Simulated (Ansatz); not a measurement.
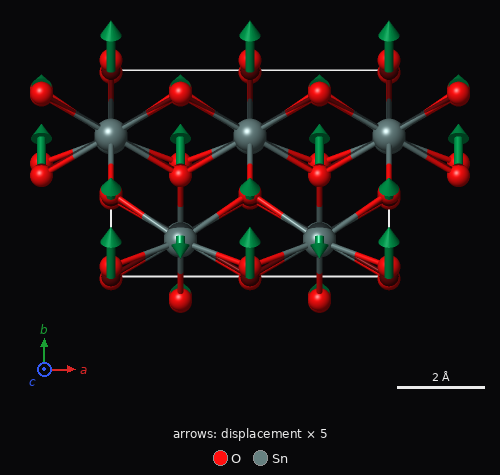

This is a relaxation of a slab of composition SnO₂ (cut from the P4_2/mnm phase). The starting structure is drawn faded, the final one solid; green arrows show the displacements, 5 times their true length.

The picture is a ball-and-stick view of the 2 × 1 repeat of the cell, outlined in the plane, without the vacuum (origin shifted), seen along the c axis.

Case: (1 0 0) slab, atoms relaxed. The slab is the (1 0 0) face of SnO2.

Theory: DFT PBEsol, scalar-relativistic, plane waves, PAW (Ansatz 0.2.0).

The input:
```yaml
crystal:
  lattice:
    - [3.2120684193, 0.0, 0.0]
    - [0.0, 4.7689689522, 0.0]
    - [0.0, 0.0, 28.7701450485]
  atoms:
    - { symbol: O, position: [0.0, 0.3062765048, 0.2606869026] }
    - { symbol: Sn, position: [0.5, 0.5, 0.2927987092] }
    - { symbol: O, position: [0.0, 0.6937234952, 0.3249105158] }
    - { symbol: O, position: [0.5, 0.1937234952, 0.3435674189] }
    - { symbol: Sn, position: [0.0, 0.0, 0.3756792255] }
    - { symbol: O, position: [0.5, 0.8062765048, 0.4077910321] }
    - { symbol: O, position: [0.0, 0.3062765048, 0.4264479352] }
    - { symbol: Sn, position: [0.5, 0.5, 0.4585597418] }
    - { symbol: O, position: [0.0, 0.6937234952, 0.4906715485] }
    - { symbol: O, position: [0.5, 0.1937234952, 0.5093284515] }
    - { symbol: Sn, position: [0.0, 0.0, 0.5414402582] }
    - { symbol: O, position: [0.5, 0.8062765048, 0.5735520648] }
    - { symbol: O, position: [0.0, 0.3062765048, 0.5922089679] }
    - { symbol: Sn, position: [0.5, 0.5, 0.6243207745] }
    - { symbol: O, position: [0.0, 0.6937234952, 0.6564325811] }
    - { symbol: O, position: [0.5, 0.1937234952, 0.6750894842] }
    - { symbol: Sn, position: [0.0, 0.0, 0.7072012908] }
    - { symbol: O, position: [0.5, 0.8062765048, 0.7393130974] }
basis:
  ecutwfc: 420
kpoints:
  mp_grid: { grid: [8, 6, 1] }
hamiltonian:
  xc: pbesol
scf:
  occupations: { method: gaussian, width: 0.05 }
output:
  forces: true
  eigenvalues: true
  write_density: true
  write_potential: true
  elf: true
  volumetric_format: npy
relax:
  adjacent_minimum: "off"
  f_tol: 0.02
  max_steps: 60
efield:
  axis: 3
  dipole_correction: true
  ramp_width: 0.04
```

Command:
```bash
ansatz run input.yaml --threads 2 --pin off --max-ram 5120MiB --backend cpu --events-out ev --progress --plain --runs-dir out
```

Question: Which element moves most?

Answer: Oxygen: up to 0.28 Å, against 0.10 Å for tin.

Question: Describe the change and its energy.

Answer: The largest moves relative to the layer's centre, 0.28 Å, are those of O1 and O18. O1 goes at 56° to the normal (−c side). By element the largest moves are O 0.28 Å, Sn 0.10 Å. The lattice vectors keep their values. Near-neighbour distances that change, for instance: O16–Sn17 2.070 → 2.134 Å, O1–Sn2 2.070 → 2.009 Å, O15–Sn17 2.066 → 2.031 Å, O3–Sn5 2.066 → 2.045 Å. Among the angles between lasting bonds that change: O1–Sn2–O3 180.0° → 164.9°, O1–Sn2–O4 90.0° → 101.2°, Sn2–O1–Sn2 101.7° → 106.2°. Over 4 geometry steps the energy falls by 0.555 eV per cell of the calculation. The largest force component goes from 2.3 to 0.016 eV/Å. Cost: 3.4 min on 2 threads of Intel(R) Xeon(R) Platinum 8488C (Sapphire Rapids), with other jobs on the host, peak memory 1.2 GiB.
